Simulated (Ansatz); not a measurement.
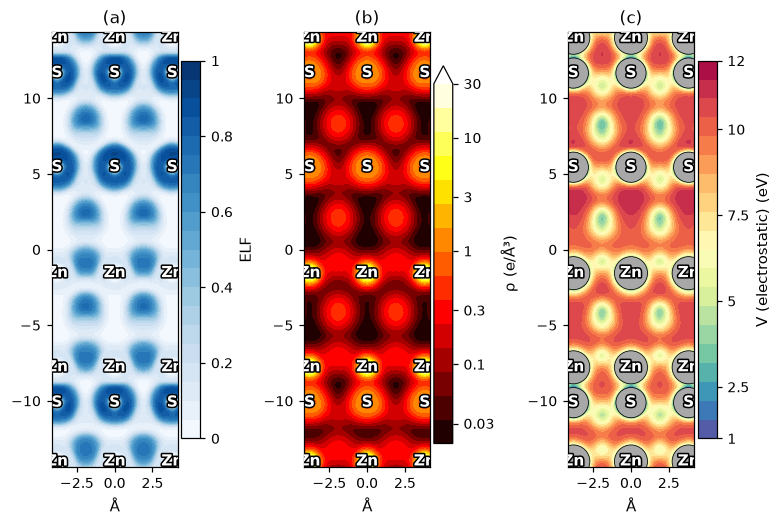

*ZnS. (a) ELF; (b) valence pseudo-density; (c) electrostatic potential energy of an electron on the (010) plane of the conventional cell. Grey discs cover the atomic cores in the potential map.*

Space group R3m; not relaxed (largest force 0.4 eV/Å).

These are results of DFT r2SCAN, scalar-relativistic, plane waves, PAW in Ansatz, not measurements.

Core electrons are frozen (PAW), and the valence fields are smoothed inside the atomic spheres.

**What does the map show?**

- The plane passes through Zn and S nuclei.
- Zn–S (2.33 Å): ρ is about 0.52 e/Å³ halfway; the ELF peaks at about 0.90 in the valence shell of S, 0.8 Å from its nucleus, and is about 0.55 at the midpoint.
- Between the atoms the lowest density in this plane is 0.02 e/Å³.
- The ELF also peaks beside S, away from the bonds: lone-pair regions.
- Outside the cores the potential energy rises away from the atoms and is highest about 2.0 Å from the nearest atoms; its zero is arbitrary.

**Does the calculation make it a metal, or give it a gap?**

It is gapped, with a Kohn–Sham gap of 2.2 eV on the k-point mesh, an upper bound to the gap of this method.
